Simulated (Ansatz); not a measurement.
# Ni: one cell, many SCF starts

How much does the result for Ni depend on the starting moments? The same cell is run from several starts. Ni is taken in the measured crystal structure (space group Fm-3m, primitive cell doubled), 2 atoms in the cell. Source: COD entry 9012981; the sample's temperature and pressure aren't taken into account.

Computed with Ansatz 0.2.0 (DFT PBE, PAW, plane waves, scalar-relativistic, unless a step's input says otherwise).

## Step 1: The system as given

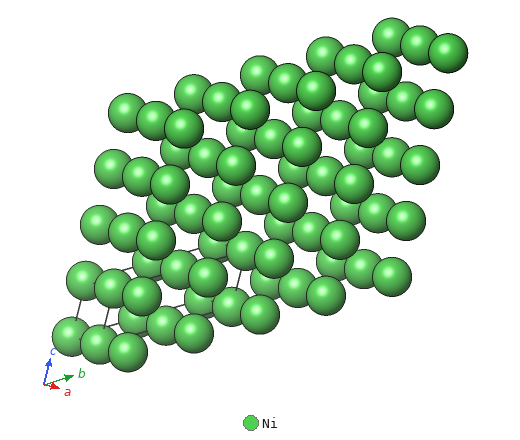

The starting structure, seen slightly off an axis (nickel green). 2×2×4 cells are drawn. Atoms on the faces are drawn again on the opposite ones.

Coordinates:

```
Ni
1.0
     0.00000    1.76725    1.76725
     3.53450    0.00000    3.53450
     1.76725    1.76725    0.00000
Ni
2
Direct
  0.00000 0.00000 0.00000
  0.00000 0.50000 0.00000
```

In tables a label like Ni2 counts atoms in the order of input.yaml; a structure file may count by element.

The first starts: parallel moments, plain SCF; opposed moments +-, plain SCF; no spin polarisation; spin on, no moments given (the program may seed its own), plain SCF. What is tried next depends on their ends.

A plain SCF has the search for lower states switched off and ends at the first converged state. 

The total moment includes the space between the atomic spheres.

## Step 2: Parallel moments, plain SCF

Contents of input.yaml:

```yaml
crystal:
  lattice:
    - [0.0, 1.76725, 1.76725]
    - [3.5345, 0.0, 3.5345]
    - [1.76725, 1.76725, 0.0]
  atoms:
    - { symbol: Ni, position: [0.0, 0.0, 0.0], spin: 2.0 }
    - { symbol: Ni, position: [0.0, 0.5, 0.0], spin: 2.0 }
magnetization:
  spin_polarized: true
hamiltonian:
  xc: pbe
  pseudopotentials: { kind: paw }
basis:
  ecutwfc: 420
kpoints:
  mp_grid: { grid: [13, 7, 13] }
scf:
  occupations: { method: fermi_dirac, width: 0.1 }
  lower_state_search: "off"
output:
  forces: true
  stress: true
```

Log, cut to the lines that bear on the results:

```text
Warning: crystal.symmetry: narrowed to the stabiliser of the k-point mesh — unitary ops 24 → 8; excluded 16 operations that carry a point of the 13×7×13 mesh (shift [0, 0, 0]) off the mesh (the run samples exactly the mesh kpoints.mp_grid names, as under crystal.symmetry.detect: false, [...]
Pseudopotentials: kind: paw
Pseudopotential: Ni, paw, valence charge 18, recommended cutoff 420 eV (normal), Ni.paw.azcp
Functional definition: PBE
[...]
Crystal: 2 atoms, lattice volume = 22.078 Å³
Basis set: ecut = 420 eV, 409 PW (Γ), exchange–correlation on 36×72×36 points (8 copies of the dense FFT grid, shifted against one another)
Bands: 24, of which v1, the nominal top of the filled ones, is band 18 counted from 1 (17 counted from 0)
Symmetry: 8 space group operations
k-points: 322 of 1183
[...]
Starting moments: Σ|m| = 4 μB on 2 of 2 sites
[...]
SCF iter   1: F=—  HF=-11678.943737 eV  |F-HF|=—  |Δ(HF+E_count)|=         —  Δρ=1.28e-1 (↑1.15e-1 ↓1.28e-1)  dr2=2.57e-2  dr2_m=2.96e0  M=1.865 μB ∫|m|=2.080 μB  β_m=0.30  ethr=7.15e-5  ⟨swp⟩=1.0  Hψ=76420  notcnv=0
[...]
spin-set hold released at iteration 1 (the charge has settled, or the pull on large starting moments outlasts its swing): the magnetisation degrees of freedom join the quasi-Newton model from the next iteration; the mixer history was flushed
[...]
SCF iter  10: F=-11679.495710 eV  HF=-11679.495710 eV  |F-HF|=6.02e-10  |Δ(HF+E_count)|=   4.89e-8  Δρ=4.80e-6 (↑2.25e-6 ↓4.80e-6)  dr2=1.69e-9  dr2_m=9.83e-10  M=1.244 μB ∫|m|=1.421 μB  ethr=6.97e-11  ⟨swp⟩=2.6  Hψ=49210  notcnv=0
[...]
SCF converged after 10 iterations
Magnetization: 1.2435 μB (18.6218 up, 17.3782 down)
Absolute magnetization: 1.4230 μB (∫|ρ↑−ρ↓|, with the PAW one-centre terms)
Spin contamination: 0.0138 ħ² per cell (⟨S²⟩ above its minimum at these occupations)
Per-site moments (μB) at R_I (Å): [(0.6598017138490744, 1.0309484287178392), (0.6598017138490744, 1.0309484287178392)]
Free energy (F): -11679.495710 eV
[...]
E sigma→0 (E₀):  -11679.442063 eV
Entropy (-TS):   -0.107293 eV (-53.647 meV/atom)
Fermi energy:    17.848004 eV
[...]
--- Forces (eV/Å), atoms counted from 1 ---
  atom   1  Ni     0.00000000     0.00000000     0.00000000
  atom   2  Ni     0.00000000     0.00000000     0.00000000
[...]
--- Stress (GPa, compression-positive) ---
       -2.344953      -0.002889       0.077847
       -0.002888      -2.359759      -0.002888
        0.077847      -0.002889      -2.344953
  P = ⅓ Tr σ = -2.3499 GPa (-23.499 kbar)
```

Run time: 13 s. Hardware: 2 threads of an Arm CPU, shared host; peak memory 0.49 GiB.

The state reached is ferromagnetic, site moments Ni1 0.66, Ni2 0.66 μB, total 1.24 μB per cell, no gap on the k-mesh.

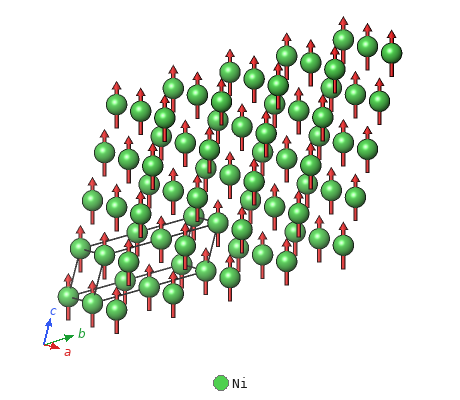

The moments of this state as arrows, longer for larger moments (red one way, blue the other). Without spin-orbit coupling their common direction is free.

## Step 3: Opposed moments +-, plain SCF

input.yaml: that of step 2 with these lines changed.

```diff
@@ -7,3 +7,3 @@
     - { symbol: Ni, position: [0.0, 0.0, 0.0], spin: 2.0 }
-    - { symbol: Ni, position: [0.0, 0.5, 0.0], spin: 2.0 }
+    - { symbol: Ni, position: [0.0, 0.5, 0.0], spin: -2.0 }
 magnetization:
```

Log, cut to the lines that bear on the results:

```text
Warning: crystal.symmetry: narrowed to the stabiliser of the k-point mesh — unitary ops 12 → 4; excluded 8 operations that carry a point of the 13×7×13 mesh (shift [0, 0, 0]) off the mesh (the run samples exactly the mesh kpoints.mp_grid names, as under crystal.symmetry.detect: false, and [...]
[... 11 lines as in an earlier run ...]
Symmetry: 4 space group operations
[... 5 lines as in an earlier run ...]
Starting moments: Σ|m| = 4 μB on 2 of 2 sites
[... 2 lines as in an earlier run ...]
spin-down is spin-up translated by (0, 0.5, 0): one eigenproblem is solved per k-point and the antiferromagnetic symmetry of the starting moments is kept exactly by this SCF (crystal.symmetry.spin_inversion_symmetry: false solves both channels; [...]
SCF iter   1: F=—  HF=-11678.715468 eV  |F-HF|=—  |Δ(HF+E_count)|=         —  Δρ=1.32e-1 (↑1.32e-1 ↓1.32e-1)  dr2=4.95e-2  dr2_m=3.50e0  M=0.000 μB ∫|m|=1.935 μB  β_m=0.30  ethr=1.38e-4  ⟨swp⟩=1.2  Hψ=38512  notcnv=0
[...]
[... 1 line as in an earlier run ...]
[...]
SCF iter  19: F=-11679.419334 eV  HF=-11679.419334 eV  |F-HF|=5.28e-11  |Δ(HF+E_count)|=  5.29e-10  Δρ=6.63e-7 (↑6.63e-7 ↓6.63e-7)  dr2=7.38e-11  dr2_m=2.13e-11  M=0.000 μB ∫|m|=0.000 μB  ethr=4.00e-12  ⟨swp⟩=2.0  Hψ=18075  notcnv=0
WARN: the starting moments were not kept: the SCF closed with an absolute magnetisation of 1.3e-4 μB, where they sum to 4 μB in size (2 sites). That is at most 0.1 of that sum. Measured as dr2_m measures the in/out step, that magnetisation stands 2.6e-8 eV from none, at or under the [...]
SCF converged after 19 iterations
Magnetization: 0.0000 μB (18.0000 up, 18.0000 down)
Absolute magnetization: 0.0001 μB (∫|ρ↑−ρ↓|, with the PAW one-centre terms)
Spin contamination: 0.0000 ħ² per cell (⟨S²⟩ above its minimum at these occupations)
Per-site moments (μB) at R_I (Å): [(6.74741091685294e-5, 1.0309484287178392), (-6.74741091685294e-5, 1.0309484287178392)]
Free energy (F): -11679.419334 eV
[...]
E sigma→0 (E₀):  -11679.328202 eV
Entropy (-TS):   -0.182263 eV (-91.132 meV/atom)
Fermi energy:    17.684432 eV
[...]
--- Forces (eV/Å), atoms counted from 1 ---
  atom   1  Ni    -0.00000000     0.00000000    -0.00000000
  atom   2  Ni     0.00000000     0.00000000     0.00000000
[...]
--- Stress (GPa, compression-positive) ---
       -3.129426      -0.028908      -0.034582
       -0.028908      -3.199587      -0.028908
       -0.034582      -0.028908      -3.129426
  P = ⅓ Tr σ = -3.1528 GPa (-31.528 kbar)
```

Run time: 13 s. Hardware: 2 threads of an Arm CPU, shared host; peak memory 0.47 GiB.

The state reached is non-magnetic, no gap on the k-mesh. Against step 2, the lowest until now, it is 38.2 meV/atom higher.

## Step 4: No spin polarisation

input.yaml: that of step 3 with these lines changed.

```diff
@@ -6,6 +6,4 @@
   atoms:
-    - { symbol: Ni, position: [0.0, 0.0, 0.0], spin: 2.0 }
-    - { symbol: Ni, position: [0.0, 0.5, 0.0], spin: -2.0 }
-magnetization:
-  spin_polarized: true
+    - { symbol: Ni, position: [0.0, 0.0, 0.0] }
+    - { symbol: Ni, position: [0.0, 0.5, 0.0] }
 hamiltonian:
```

Log, cut to the lines that bear on the results:

```text
[... 11 lines as in an earlier run ...]
Bands: 22, of which v1, the nominal top of the filled ones, is band 18 counted from 1 (17 counted from 0)
[... 5 lines as in an earlier run ...]
[...]
[... 2 lines as in an earlier run ...]
SCF iter   1: F=—  HF=-11679.419066 eV  |F-HF|=—  |Δ(HF+E_count)|=         —  Δρ=1.97e-3  dr2=3.72e-4  ethr=1.77e-3  ⟨swp⟩=4.5  Hψ=25715  notcnv=0
[...]
SCF iter   6: F=-11679.419334 eV  HF=-11679.419334 eV  |F-HF|=2.22e-10  |Δ(HF+E_count)|=   1.18e-8  Δρ=3.35e-6  dr2=5.39e-10  ethr=4.75e-11  ⟨swp⟩=3.0  Hψ=26141  notcnv=0
[...]
SCF converged after 6 iterations
Free energy (F): -11679.419334 eV
[...]
E sigma→0 (E₀):  -11679.328202 eV
Entropy (-TS):   -0.182263 eV (-91.132 meV/atom)
Fermi energy:    17.684424 eV
[... 24 lines left out: energy terms, forces, stress ...]
```

Wall time 4.2 s (2 threads of an Arm CPU, shared host); peak memory 0.39 GiB.

The run ends in the same state as step 3 (non-magnetic); it took 6 iterations.

## Step 5: Spin on, no moments given (the program may seed its own), plain SCF

input.yaml: that of step 4 with these lines changed.

```diff
@@ -21 +21,3 @@
   stress: true
+magnetization:
+  spin_polarized: true
```

Log, cut to the lines that bear on the results:

```text
[... 1 line as in an earlier run ...]
band count auto-derived: 24 (N_el = 36.0; filled up to band 18; 22 by the electrons, moments and atoms)
[... 19 lines as in an earlier run ...]
[...]
SCF iter   1: F=—  HF=-11678.035731 eV  |F-HF|=—  |Δ(HF+E_count)|=         —  Δρ=1.78e-1 (↑1.78e-1 ↓1.78e-1)  dr2=1.34e-2  dr2_m=6.40e0  M=2.556 μB ∫|m|=2.556 μB  ethr=4.12e-4  ⟨swp⟩=1.3  Hψ=38608  notcnv=0
[...]
SCF iter  11: F=-11679.495710 eV  HF=-11679.495710 eV  |F-HF|=3.15e-10  |Δ(HF+E_count)|=   6.02e-9  Δρ=3.80e-6 (↑1.06e-6 ↓3.80e-6)  dr2=7.41e-10  dr2_m=6.12e-10  M=1.244 μB ∫|m|=1.421 μB  ethr=7.13e-12  ⟨swp⟩=1.7  Hψ=45586  notcnv=0
[...]
SCF converged after 11 iterations
Magnetization: 1.2435 μB (18.6218 up, 17.3782 down)
Absolute magnetization: 1.4230 μB (∫|ρ↑−ρ↓|, with the PAW one-centre terms)
Spin contamination: 0.0138 ħ² per cell (⟨S²⟩ above its minimum at these occupations)
Per-site moments (μB) at R_I (Å): [(0.6597964271004266, 1.0309484287178392), (0.6597964271004266, 1.0309484287178392)]
Free energy (F): -11679.495710 eV
[...]
E sigma→0 (E₀):  -11679.442063 eV
Entropy (-TS):   -0.107294 eV (-53.647 meV/atom)
Fermi energy:    17.847988 eV
[... 24 lines left out: energy terms, forces, stress ...]
```

It took 13 s on 2 threads of an Arm CPU, shared host; peak memory 0.5 GiB.

The run ends in the same state as step 2 (ferromagnetic); it took 11 iterations.

## Step 6: Parallel moments scaled by 0.1, plain SCF

input.yaml: that of step 5 with these lines changed.

```diff
@@ -6,4 +6,6 @@
   atoms:
-    - { symbol: Ni, position: [0.0, 0.0, 0.0] }
-    - { symbol: Ni, position: [0.0, 0.5, 0.0] }
+    - { symbol: Ni, position: [0.0, 0.0, 0.0], spin: 0.2 }
+    - { symbol: Ni, position: [0.0, 0.5, 0.0], spin: 0.2 }
+magnetization:
+  spin_polarized: true
 hamiltonian:
@@ -21,3 +23 @@
   stress: true
-magnetization:
-  spin_polarized: true
```

Log, cut to the lines that bear on the results:

```text
[... 11 lines as in an earlier run ...]
Bands: 23, of which v1, the nominal top of the filled ones, is band 18 counted from 1 (17 counted from 0)
[... 6 lines as in an earlier run ...]
Starting moments: Σ|m| = 0.4 μB on 2 of 2 sites
[... 2 lines as in an earlier run ...]
[...]
SCF iter   1: F=—  HF=-11679.438732 eV  |F-HF|=—  |Δ(HF+E_count)|=         —  Δρ=3.42e-2 (↑3.42e-2 ↓1.12e-2)  dr2=1.46e-1  dr2_m=5.24e-2  M=0.533 μB ∫|m|=0.544 μB  β_m=1.00  ethr=4.07e-4  ⟨swp⟩=1.0  Hψ=73416  notcnv=0
[...]
spin-set hold released at iteration 9 (site moments contracting): the magnetisation degrees of freedom join the quasi-Newton model from the next iteration; the mixer history was flushed
[...]
SCF iter  16: F=-11679.495710 eV  HF=-11679.495710 eV  |F-HF|=1.82e-9  |Δ(HF+E_count)|=   6.26e-9  Δρ=5.11e-6 (↑2.20e-6 ↓5.11e-6)  dr2=2.64e-9  dr2_m=9.00e-10  M=1.244 μB ∫|m|=1.421 μB  ethr=3.42e-11  ⟨swp⟩=2.0  Hψ=46978  notcnv=0
[...]
SCF converged after 16 iterations
Magnetization: 1.2435 μB (18.6218 up, 17.3782 down)
Absolute magnetization: 1.4230 μB (∫|ρ↑−ρ↓|, with the PAW one-centre terms)
Spin contamination: 0.0138 ħ² per cell (⟨S²⟩ above its minimum at these occupations)
Per-site moments (μB) at R_I (Å): [(0.6597961564455682, 1.0309484287178392), (0.6597961564455682, 1.0309484287178392)]
Free energy (F): -11679.495710 eV
[...]
E sigma→0 (E₀):  -11679.442062 eV
Entropy (-TS):   -0.107296 eV (-53.648 meV/atom)
Fermi energy:    17.848005 eV
[... 24 lines left out: energy terms, forces, stress ...]
```

It took 18 s on 2 threads of an Arm CPU, shared host; peak memory 0.48 GiB.

Nothing new: the 16 iterations lead to the state found in step 2 (ferromagnetic).

## Step 7: Moments +- scaled by 1.4, plain SCF

input.yaml: that of step 6 with these lines changed.

```diff
@@ -6,4 +6,4 @@
   atoms:
-    - { symbol: Ni, position: [0.0, 0.0, 0.0], spin: 0.2 }
-    - { symbol: Ni, position: [0.0, 0.5, 0.0], spin: 0.2 }
+    - { symbol: Ni, position: [0.0, 0.0, 0.0], spin: 2.8 }
+    - { symbol: Ni, position: [0.0, 0.5, 0.0], spin: -2.8 }
 magnetization:
```

Log, cut to the lines that bear on the results:

```text
[... 11 lines as in an earlier run ...]
Bands: 25, of which v1, the nominal top of the filled ones, is band 18 counted from 1 (17 counted from 0)
[... 6 lines as in an earlier run ...]
Starting moments: Σ|m| = 5.6 μB on 2 of 2 sites
[... 3 lines as in an earlier run ...]
[...]
SCF iter   1: F=—  HF=-11677.776181 eV  |F-HF|=—  |Δ(HF+E_count)|=         —  Δρ=2.04e-1 (↑2.04e-1 ↓2.04e-1)  dr2=2.28e-2  dr2_m=8.39e0  M=0.000 μB ∫|m|=2.285 μB  β_m=0.30  ethr=6.35e-5  ⟨swp⟩=1.9  Hψ=40238  notcnv=0
[...]
spin-set hold released at iteration 10 (site moments contracting): the magnetisation degrees of freedom join the quasi-Newton model from the next iteration; the mixer history was flushed
[...]
SCF iter  27: F=-11679.419334 eV  HF=-11679.419334 eV  |F-HF|=3.09e-11  |Δ(HF+E_count)|=  6.75e-10  Δρ=6.74e-7 (↑6.74e-7 ↓6.74e-7)  dr2=4.38e-11  dr2_m=3.45e-11  M=0.000 μB ∫|m|=0.000 μB  ethr=1.00e-12  ⟨swp⟩=1.2  Hψ=23014  notcnv=0
WARN: the starting moments were not kept: the SCF closed with an absolute magnetisation of 1.8e-4 μB, where they sum to 5.6 μB in size (2 sites). That is at most 0.1 of that sum. Measured as dr2_m measures the in/out step, that magnetisation stands 4.5e-8 eV from none, at or under the [...]
SCF converged after 27 iterations
Magnetization: 0.0000 μB (18.0000 up, 18.0000 down)
Absolute magnetization: 0.0002 μB (∫|ρ↑−ρ↓|, with the PAW one-centre terms)
Spin contamination: 0.0000 ħ² per cell (⟨S²⟩ above its minimum at these occupations)
Per-site moments (μB) at R_I (Å): [(8.866210922229988e-5, 1.0309484287178392), (-8.866210922229988e-5, 1.0309484287178392)]
Free energy (F): -11679.419334 eV
[...]
E sigma→0 (E₀):  -11679.328202 eV
Entropy (-TS):   -0.182263 eV (-91.132 meV/atom)
Fermi energy:    17.684428 eV
[... 24 lines left out: energy terms, forces, stress ...]
```

It took 17 s on 2 threads of an Arm CPU, shared host; peak memory 0.48 GiB.

Nothing new: the 27 iterations lead to the state found in step 3 (non-magnetic).

## Step 8: A moment on one site alone, plain SCF

input.yaml: that of step 7 with these lines changed.

```diff
@@ -6,4 +6,4 @@
   atoms:
-    - { symbol: Ni, position: [0.0, 0.0, 0.0], spin: 2.8 }
-    - { symbol: Ni, position: [0.0, 0.5, 0.0], spin: -2.8 }
+    - { symbol: Ni, position: [0.0, 0.0, 0.0] }
+    - { symbol: Ni, position: [0.0, 0.5, 0.0], spin: 2.0 }
 magnetization:
```

Log, cut to the lines that bear on the results:

```text
[... 18 lines as in an earlier run ...]
Starting moments: Σ|m| = 2 μB on 1 of 2 sites
[... 2 lines as in an earlier run ...]
SCF iter   1: F=—  HF=-11679.294836 eV  |F-HF|=—  |Δ(HF+E_count)|=         —  Δρ=1.07e-1 (↑1.07e-1 ↓4.10e-2)  dr2=2.80e0  dr2_m=6.72e-1  M=1.373 μB ∫|m|=1.484 μB  β_m=0.30  ethr=3.10e-3  ⟨swp⟩=4.6  Hψ=53377  notcnv=0
[...]
spin-set hold released at iteration 5 (the charge has settled, or the pull on large starting moments outlasts its swing): the magnetisation degrees of freedom join the quasi-Newton model from the next iteration; the mixer history was flushed
[...]
SCF iter  22: F=-11679.495710 eV  HF=-11679.495710 eV  |F-HF|=1.09e-10  |Δ(HF+E_count)|=   5.28e-9  Δρ=1.06e-6 (↑7.91e-7 ↓1.06e-6)  dr2=1.45e-10  dr2_m=8.49e-11  M=1.244 μB ∫|m|=1.421 μB  ethr=2.78e-10  ⟨swp⟩=3.1  Hψ=41179  notcnv=0
[...]
SCF converged after 22 iterations
Magnetization: 1.2435 μB (18.6218 up, 17.3782 down)
Absolute magnetization: 1.4230 μB (∫|ρ↑−ρ↓|, with the PAW one-centre terms)
Spin contamination: 0.0138 ħ² per cell (⟨S²⟩ above its minimum at these occupations)
Per-site moments (μB) at R_I (Å): [(0.6597961289955036, 1.0309484287178392), (0.6597929810543208, 1.0309484287178392)]
Free energy (F): -11679.495710 eV
[...]
E sigma→0 (E₀):  -11679.442062 eV
Entropy (-TS):   -0.107295 eV (-53.648 meV/atom)
Fermi energy:    17.847982 eV
[... 24 lines left out: energy terms, forces, stress ...]
```

Run time: 19 s. Hardware: 2 threads of an Arm CPU, shared host; peak memory 0.49 GiB.

Nothing new: the 22 iterations lead to the state found in step 2 (ferromagnetic).

## Step 9: Parallel moments, spin not held back in the first iterations, no switch to direct minimisation

input.yaml: that of step 8 with these lines changed.

```diff
@@ -6,3 +6,3 @@
   atoms:
-    - { symbol: Ni, position: [0.0, 0.0, 0.0] }
+    - { symbol: Ni, position: [0.0, 0.0, 0.0], spin: 2.0 }
     - { symbol: Ni, position: [0.0, 0.5, 0.0], spin: 2.0 }
@@ -20,2 +20,4 @@
   lower_state_search: "off"
+  algorithm: density_mixing
+  mixing: { spin_hold: "off" }
 output:
```

Log, cut to the lines that bear on the results:

```text
[... 18 lines as in an earlier run ...]
Starting moments: Σ|m| = 4 μB on 2 of 2 sites
[... 2 lines as in an earlier run ...]
[...]
SCF iter   1: F=—  HF=-11678.875007 eV  |F-HF|=—  |Δ(HF+E_count)|=         —  Δρ=1.25e-1 (↑1.10e-1 ↓1.25e-1)  dr2=2.99e-2  dr2_m=2.78e0  M=1.861 μB ∫|m|=2.009 μB  β_m=0.30  ethr=8.33e-5  ⟨swp⟩=1.0  Hψ=76351  notcnv=0
[...]
SCF iter  10: F=-11679.495710 eV  HF=-11679.495710 eV  |F-HF|=1.09e-9  |Δ(HF+E_count)|=   1.42e-8  Δρ=5.87e-6 (↑2.51e-6 ↓5.87e-6)  dr2=2.08e-9  dr2_m=1.46e-9  M=1.244 μB ∫|m|=1.421 μB  ethr=7.04e-11  ⟨swp⟩=2.3  Hψ=47427  notcnv=0
[...]
SCF converged after 10 iterations
Magnetization: 1.2435 μB (18.6218 up, 17.3782 down)
Absolute magnetization: 1.4229 μB (∫|ρ↑−ρ↓|, with the PAW one-centre terms)
Spin contamination: 0.0137 ħ² per cell (⟨S²⟩ above its minimum at these occupations)
Per-site moments (μB) at R_I (Å): [(0.6597898859844458, 1.0309484287178392), (0.6597898859844458, 1.0309484287178392)]
Free energy (F): -11679.495710 eV
[...]
E sigma→0 (E₀):  -11679.442063 eV
Entropy (-TS):   -0.107294 eV (-53.647 meV/atom)
Fermi energy:    17.847977 eV
[... 24 lines left out: energy terms, forces, stress ...]
```

Wall time 13 s (2 threads of an Arm CPU, shared host); peak memory 0.49 GiB.

This is the state of step 2 again (ferromagnetic), after 10 iterations.

## Step 10: The runs side by side

```tsv
step	iterations	state	moments of Ni1 Ni2 (μB)	total (μB)	gap (eV)	pressure (GPa)	above lowest (meV/atom)
2	10	1	0.66 0.66	1.24	none	-2.3	0.0
3	19	2	0.00 0.00	0.00	none	-3.2	38.2
4	6	2	0.00 0.00	0.00	none	-3.2	38.2
5	11	1	0.66 0.66	1.24	none	-2.3	0.0
6	16	1	0.66 0.66	1.24	none	-2.4	0.0
7	27	2	0.00 0.00	0.00	none	-3.2	38.2
8	22	1	0.66 0.66	1.24	none	-2.3	0.0
9	10	1	0.66 0.66	1.24	none	-2.3	0.0
```

States are numbered from the lowest. Starts by step: 2 parallel moments, plain SCF; 3 opposed moments +-, plain SCF; 4 no spin polarisation; 5 spin on, no moments given (the program may seed its own), plain SCF; 6 parallel moments scaled by 0.1, plain SCF; 7 moments +- scaled by 1.4, plain SCF; 8 a moment on one site alone, plain SCF; 9 parallel moments, spin not held back in the first iterations, no switch to direct minimisation.

The 8 runs of this session took 1.8 min in all, from 4.2 s to 19 s each.

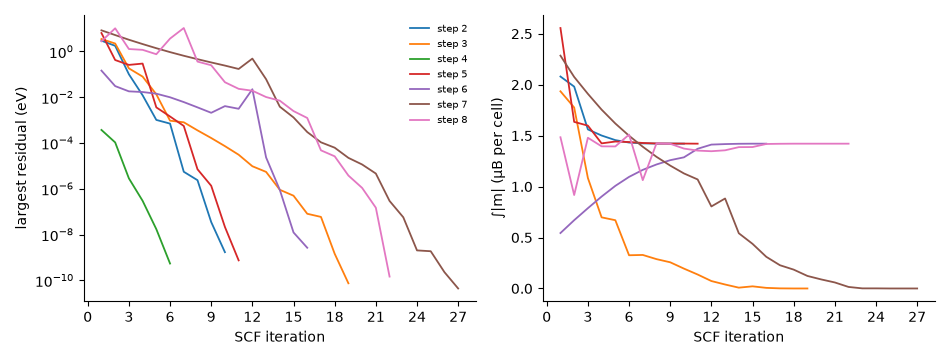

Residual and absolute moment along the iterations (7 of the 8 runs).

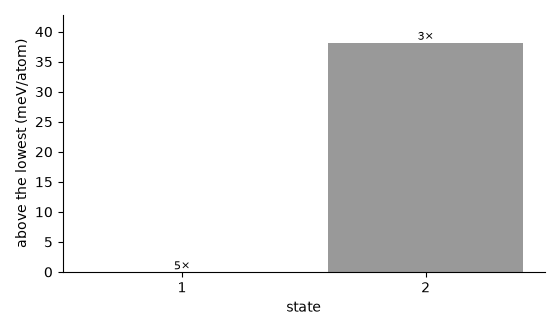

Energy of each distinct state, with the number of starts that reached it (red ferromagnetic, blue opposed moments, grey non-magnetic, green other).

## Step 11: Outcome

| quantity | value |
| --- | --- |
| distinct states | 2 from 8 converged runs |
| lowest state from plain starts | ferromagnetic |
| its moments | Ni1 0.66, Ni2 0.66 μB |
| total moment | 1.24 μB per cell |
| gap on the k-mesh | none |
| pressure | -2.3 GPa |
| largest force | 0.000 eV/Å |
| next state | non-magnetic, 38.2 meV/atom higher |

8 runs converged, to 2 different states. Switching spin polarisation off costs 38.2 meV/atom in free energy, smearing entropy included. A lower state than any found can't be excluded. The mesh has less symmetry than the lattice, which lowers the symmetry of the run.
